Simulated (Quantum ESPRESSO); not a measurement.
System: Nb, space group Im-3m (No. 229).

Structure:
```
CELL_PARAMETERS angstrom
-1.66395 1.66395 1.66395
1.66395 -1.66395 1.66395
1.66395 1.66395 -1.66395
ATOMIC_POSITIONS crystal
Nb 0.00000 0.00000 0.00000
```

Calculation (Quantum ESPRESSO 7.5): plane-wave DFT, no spin polarisation; energies at scaled volumes of the given cell, shape and fractions fixed, counted from the fit's minimum, third-order Birch-Murnaghan fit. Level: PBEsol.

- k mesh: 11×11×11
- occupations: Fermi–Dirac
- smearing width: 0.05 eV
- potentials: PseudoDojo 0.4.1 SR PBEsol standard
- wave cutoff: 1116 eV
- density cutoff: 4463 eV

Describe the result: the energy and pressure against volume. The volume takes the values 17.32, 17.69, 18.06, 18.43, 18.80, 19.17, 19.53 Å³/atom.

A third-order Birch–Murnaghan fit gives V0 = 17.62 Å³/atom, B0 = 181 GPa and B′ = 3.3. The energy is 3 meV/atom at volume 17.32 Å³/atom and 101 meV/atom at 19.53 Å³/atom; the lowest computed point is at volume 17.69 Å³/atom (0 meV/atom), in a single well. The pressure falls from 3.06 GPa at volume 17.32 Å³/atom to −15.74 GPa at 19.53 Å³/atom, and changes sign near 17.62 Å³/atom.

```
volume (Å³/atom)  energy (meV/atom)  pressure (GPa)
           17.32                  3            3.06
           17.69                  0           -0.79
           18.06                  6           -4.34
           18.43                 20           -7.61
           18.80                 41          -10.59
           19.17                 68          -13.29
           19.53                101          -15.74
```

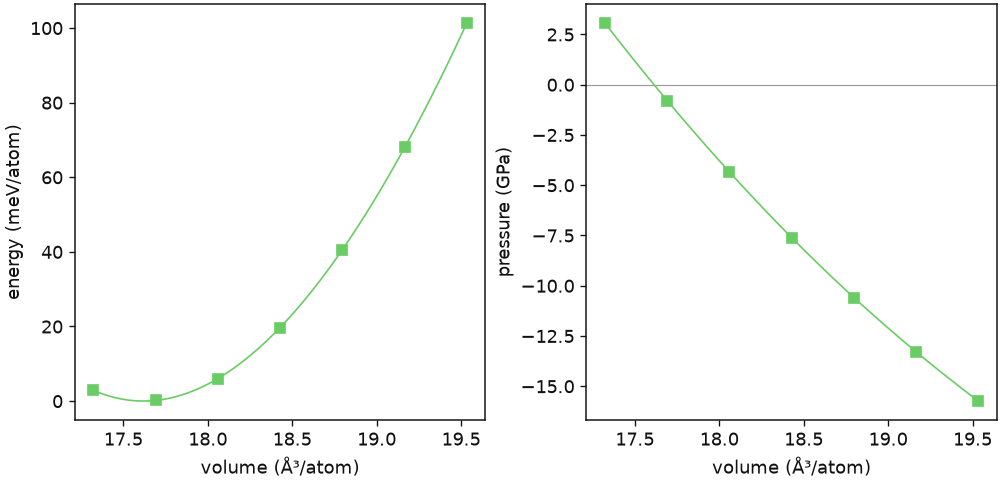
